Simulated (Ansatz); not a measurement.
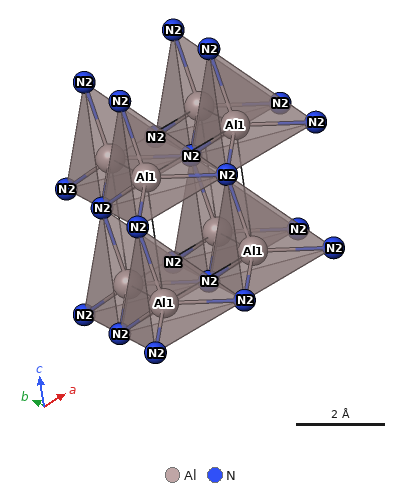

Figure 1. The structure (polyhedral view of the cell of the calculation, seen slightly off an axis; polyhedra are completed across the faces of the cell; atoms are numbered from 1 in the order of the input).

**What a change does: single-point calculation on AlN**

System: AlN (Cm, 2 atoms in the cell).
Method of run A: DFT PBEsol, scalar-relativistic, plane waves, PAW, PAW set soft_1, no spin polarisation (Ansatz 0.2.0).

The structure derives from a Materials Project entry. Text and figures count atoms from 1; the logs count them from 0 in places.

Input, run A:
```yaml
crystal:
  lattice:
    - [0.0, 2.1886566781, 2.1886566781]
    - [2.1886566781, 0.0, 2.1886566781]
    - [2.1886566781, 2.1886566781, 0.0]
  atoms:
    - { symbol: Al, position: [0.0, 0.0045066557, 0.0] }
    - { symbol: "N", position: [0.75, 0.741318876, 0.75] }
basis:
  ecutwfc: 520.0
kpoints:
  mp_grid: { grid: [10, 10, 10] }
hamiltonian:
  xc: pbesol
  pseudopotentials: { kind: paw, azcp: { folder: soft_1 } }
scf:
  occupations: { method: gaussian, width: 0.05 }
output:
  forces: true
  stress: true
  eigenvalues: true
```

Launched with:
```bash
ansatz run input.yaml --threads 1 --pin off --max-ram 2048MiB --backend cpu --events-out ev --progress --plain --runs-dir out
```

Hardware: 1 thread of Intel Xeon (Granite Rapids), 32 GiB of memory available, shared host.

Output, shortened to warnings, some set-up lines, iterations and results (run A):
```
Warning: [file] the record states the generating functional pbe (its physics header spells it `PBE`), which answers neither for hamiltonian.xc's functional nor for the pbesol family's — results may be inconsistent (PPs are generated against a specific XC)
Warning: [file] the record states the generating functional pbe (its physics header spells it `PBE`), which answers neither for hamiltonian.xc's functional nor for the pbesol family's — results may be inconsistent (PPs are generated against a specific XC)
Basis set: ecut = 520 eV, 537 PW (Γ), exchange–correlation on 48×48×48 points (8 copies of the dense FFT grid, shifted against one another)
Symmetry: 2 space group operations
k-points: 282 of 1000 (time reversal used)
Initial density: superposition of atomic densities (chi_scale 0.1, normalization cell, long waves kept (reshape's long-wave potential 0.00 eV rms))
[...]
SCF iter   1: F=—  HF=-907.257075 eV  |F-HF|=—  |Δ(HF+E_count)|=         —  Δρ=1.30e-1  dr2=4.38e0  ethr=3.10e-3  ⟨swp⟩=4.3  Hψ=16290  notcnv=0
SCF iter   2: F=—  HF=-906.123788 eV  |F-HF|=—  |Δ(HF+E_count)|=    1.13e0  Δρ=7.44e-2  dr2=6.96e-1  ethr=3.10e-3  ⟨swp⟩=3.0  Hψ=7557  notcnv=0
SCF iter   3: F=—  HF=-905.922733 eV  |F-HF|=—  |Δ(HF+E_count)|=   2.01e-1  Δρ=2.24e-2  dr2=5.30e-2  ethr=3.10e-3  ⟨swp⟩=2.3  Hψ=5317  notcnv=0
SCF iter   4: F=—  HF=-905.908676 eV  |F-HF|=—  |Δ(HF+E_count)|=   1.41e-2  Δρ=1.09e-3  dr2=1.27e-4  ethr=6.62e-4  ⟨swp⟩=2.0  Hψ=3832  notcnv=0
SCF iter   5: F=—  HF=-905.908632 eV  |F-HF|=—  |Δ(HF+E_count)|=   4.34e-5  Δρ=2.98e-4  dr2=4.89e-6  ethr=1.58e-6  ⟨swp⟩=2.3  Hψ=3302  notcnv=0
SCF iter   6: F=—  HF=-905.908625 eV  |F-HF|=—  |Δ(HF+E_count)|=   6.79e-6  Δρ=2.64e-5  dr2=8.17e-8  ethr=1.25e-9  ⟨swp⟩=3.2  Hψ=9823  notcnv=0
SCF iter   7: F=-905.908625 eV  HF=-905.908625 eV  |F-HF|=5.35e-10  |Δ(HF+E_count)|=   5.42e-9  Δρ=4.51e-6  dr2=1.89e-9  ethr=1.02e-9  ⟨swp⟩=2.0  Hψ=7658  notcnv=0
SCF 1 converged in 7 iterations: F = -905.908625 eV  dr2 = 1.89e-9
SCF converged after 7 iterations
Free energy (F): -905.908625 eV
Harris-Foulkes:  -905.908625 eV  (|F-HF|=5.35e-10)
Internal energy: -905.908625 eV  (E = F + TS)
E sigma→0 (E₀):  -905.908625 eV
Fermi energy:    8.446772 eV
--- Per-component energies (eV) ---
  E_band       = 14.052806
  E_kinetic    = 155.746133
  E_local      = -208.738151  (includes V_loc(G=0)·N_el)
  E_nonlocal   = 44.961823
  E_hartree    = 76.298905
  E_xc         = -97.904559
  E_vxc        = -106.384198  (∫ρ·V_xc dr)
  E_paw        = -580.384323  (= ΣΔE_a)
  E_vpaw       = -24.130787  (= ΣTr[D̂ρ^β])
  E_aug_tail   = -0.000032  (compensation charges beyond the density's cutoff)
  E_ewald      = -295.935659
  E_core_change = 0.047238  (= ΣΔE_core)
  E_smearing   = -0.000000  (= −TS)
  E_closure    = 0.000000  (closes the sum)
  Σ components = -905.908625   (vs F -905.908625, Δ=0.00e0)
--- Forces (eV/Å), atoms counted from 1 ---
  atom   1  Al    -0.41387496     0.05004176    -0.41387496
  atom   2  N      0.41387519    -0.05004106     0.41387519
  max |Σ_I F_I| component: 6.99e-7 eV/Å
--- Stress (GPa, compression-positive) ---
        0.155396      -1.972249       0.239011
       -1.972245       0.314834      -1.972245
        0.239011      -1.972249       0.155396
  P = ⅓ Tr σ = 0.2085 GPa (2.085 kbar)
```

For run B the input was changed thus:
```diff
-    - { symbol: Al, position: [0.0, 0.0045066557, 0.0] }
-    - { symbol: "N", position: [0.75, 0.741318876, 0.75] }
+    - { symbol: Al, position: [0.0, 0.0, 0.0] }
+    - { symbol: "N", position: [0.75, 0.75, 0.75] }
```

Predict how the results change.

The pressure goes from 0.21 to 0.01 GPa. The number of SCF iterations is the same. On the same kind of shared host run B took about 27 times as long.

Output, shortened to warnings, some set-up lines, iterations and results (run B):
```
Warning: [file] the record states the generating functional pbe (its physics header spells it `PBE`), which answers neither for hamiltonian.xc's functional nor for the pbesol family's — results may be inconsistent (PPs are generated against a specific XC)
Warning: [file] the record states the generating functional pbe (its physics header spells it `PBE`), which answers neither for hamiltonian.xc's functional nor for the pbesol family's — results may be inconsistent (PPs are generated against a specific XC)
Basis set: ecut = 520 eV, 537 PW (Γ), exchange–correlation on 48×48×48 points (8 copies of the dense FFT grid, shifted against one another)
Symmetry: 24 space group operations
k-points: 47 of 1000 (time reversal used)
Initial density: superposition of atomic densities (chi_scale 0.1, normalization cell, long waves kept (reshape's long-wave potential 0.00 eV rms))
[...]
SCF iter   1: F=—  HF=-907.264745 eV  |F-HF|=—  |Δ(HF+E_count)|=         —  Δρ=1.30e-1  dr2=4.36e0  ethr=3.10e-3  ⟨swp⟩=4.4  Hψ=2711  notcnv=0
SCF iter   2: F=—  HF=-906.135075 eV  |F-HF|=—  |Δ(HF+E_count)|=    1.13e0  Δρ=7.43e-2  dr2=6.94e-1  ethr=3.10e-3  ⟨swp⟩=3.0  Hψ=1253  notcnv=0
SCF iter   3: F=—  HF=-905.934607 eV  |F-HF|=—  |Δ(HF+E_count)|=   2.00e-1  Δρ=2.23e-2  dr2=5.29e-2  ethr=3.10e-3  ⟨swp⟩=2.4  Hψ=889  notcnv=0
SCF iter   4: F=—  HF=-905.920605 eV  |F-HF|=—  |Δ(HF+E_count)|=   1.40e-2  Δρ=1.09e-3  dr2=1.27e-4  ethr=6.61e-4  ⟨swp⟩=2.0  Hψ=620  notcnv=0
SCF iter   5: F=—  HF=-905.920560 eV  |F-HF|=—  |Δ(HF+E_count)|=   4.55e-5  Δρ=2.88e-4  dr2=4.54e-6  ethr=1.59e-6  ⟨swp⟩=2.3  Hψ=548  notcnv=0
SCF iter   6: F=—  HF=-905.920554 eV  |F-HF|=—  |Δ(HF+E_count)|=   5.89e-6  Δρ=2.19e-5  dr2=5.36e-8  ethr=1.25e-9  ⟨swp⟩=2.8  Hψ=1550  notcnv=0
SCF iter   7: F=-905.920554 eV  HF=-905.920554 eV  |F-HF|=4.78e-10  |Δ(HF+E_count)|=   4.62e-9  Δρ=3.84e-6  dr2=1.31e-9  ethr=6.71e-10  ⟨swp⟩=2.0  Hψ=1244  notcnv=0
SCF 1 converged in 7 iterations: F = -905.920554 eV  dr2 = 1.31e-9
SCF converged after 7 iterations
Free energy (F): -905.920554 eV
Harris-Foulkes:  -905.920554 eV  (|F-HF|=4.78e-10)
Internal energy: -905.920554 eV  (E = F + TS)
E sigma→0 (E₀):  -905.920554 eV
Fermi energy:    8.394654 eV
--- Per-component energies (eV) ---
  E_band       = 14.056152
  E_kinetic    = 155.727153
  E_local      = -208.670541  (includes V_loc(G=0)·N_el)
  E_nonlocal   = 44.948715
  E_hartree    = 76.277771
  E_xc         = -97.901355
  E_vxc        = -106.380923  (∫ρ·V_xc dr)
  E_paw        = -580.377886  (= ΣΔE_a)
  E_vpaw       = -24.123909  (= ΣTr[D̂ρ^β])
  E_aug_tail   = -0.000033  (compensation charges beyond the density's cutoff)
  E_ewald      = -295.971616
  E_core_change = 0.047238  (= ΣΔE_core)
  E_smearing   = -0.000000  (= −TS)
  E_closure    = 0.000000  (closes the sum)
  Σ components = -905.920554   (vs F -905.920554, Δ=0.00e0)
--- Forces (eV/Å), atoms counted from 1 ---
  atom   1  Al    -0.00000000     0.00000000     0.00000000
  atom   2  N      0.00000000    -0.00000000     0.00000000
  max |Σ_I F_I| component: 2.22e-16 eV/Å
--- Stress (GPa, compression-positive) ---
        0.005752       0.000000      -0.000000
        0.000000       0.005752       0.000000
       -0.000000       0.000000       0.005752
  P = ⅓ Tr σ = 0.0058 GPa (0.058 kbar)
```

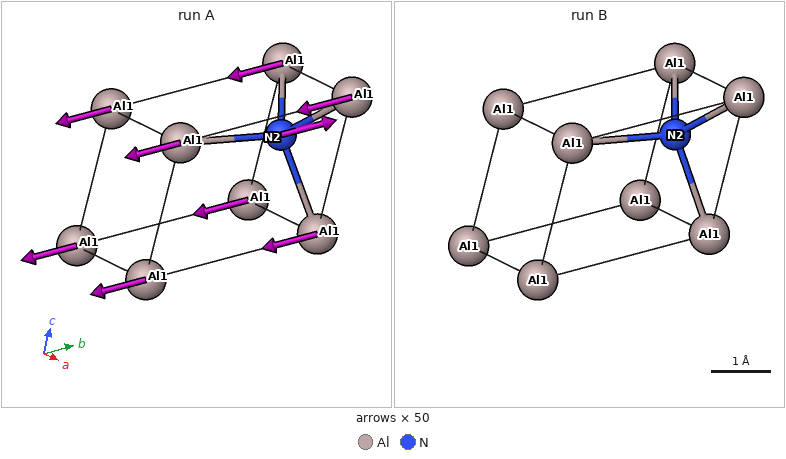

Figure 2. The two input geometries at one scale (ball-and-stick view of the cell of the calculation, seen slightly off an axis). The pink arrows on the first give the shifts of the atoms relative to the cell, with their mean removed, magnified 50 times. The largest moves, 0.020 Å, are those of Al1 and N2. Largest moves by element: Al 0.020 Å, N 0.020 Å. (The mean shift of all atoms is removed.) The cell doesn't change. Among the contacts that change: Al1–N2 1.929 → 1.895 Å.

The two runs side by side:

| quantity | run A | run B |
| --- | --- | --- |
| outcome | converged | converged |
| free energy per atom (eV) | −452.9543 | – |
| gap on the mesh (eV) | 3.08 | – |
| pressure (GPa) | 0.21 | 0.01 |
| largest force (eV/Å) | 0.587 | – |
| SCF iterations | 7 | 7 |
| irreducible k-points | 282 | – |
| plane waves at Γ | 537 | – |
| wall time (shared host) | 3.2 s | 85 s |

For run A: Warnings: the PAW datasets were made with another functional.
